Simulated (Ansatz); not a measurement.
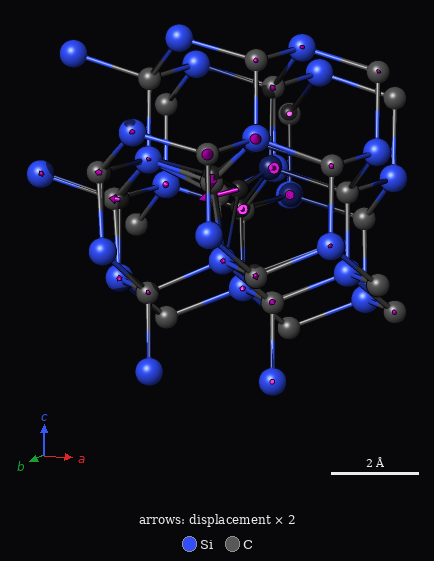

A relaxation of a defect cell of composition Si₄₈C₄₉ (cell charge −2). The starting structure is drawn faded, the final one solid; purple arrows show the displacements, magnified 2 times.

A ball-and-stick model of the atoms within 5.0 Å of the atom that moves most (axes of the cell of the calculation (origin shifted)), seen from a free direction.

Method: DFT, PBEsol, PAW, plane waves (Ansatz 0.2.0). Settings: plane-wave cutoff 420 eV; k-point mesh 1 × 1 × 1; mesh shifted by (0.25, 0.25, 0.25); no spin polarisation; atoms relaxed in a fixed cell; force threshold 0.03 eV/Å; at most 80 steps.

> Atoms of which element are displaced furthest, and by how much?

Carbon: up to 0.49 Å, against 0.23 Å for silicon.

> What happened in the run?

After 6 geometry steps the energy has fallen by 16.787 eV per cell of the calculation. Largest force component: 52 eV/Å at the start, 0.03 eV/Å at the end. The largest move is that of a C atom, 0.49 Å roughly along [−3 1 −1]. By element the largest moves are C 0.49 Å, Si 0.23 Å. The lattice vectors keep their values. Some distances before and after: C–Si 1.188 → 1.735 Å, Si–Si 3.091 → 3.514 Å, C–Si 2.503 → 2.903 Å, C–Si 2.222 → 1.846 Å. New bonds form, among them: C–Si (2.22 → 1.85 Å). Bond angles that change, for instance: Si–C–C 108.1° → 127.0°, Si–C–Si 143.7° → 125.2°, Si–C–C 138.1° → 123.7°. Cost: 5.3 s on 1 × NVIDIA GB200 with 8 threads of Arm Neoverse-V2, peak memory 1.9 GiB.

Limits of the set-up: the cell is charged, on a uniform background, and energies carry no finite-size correction.
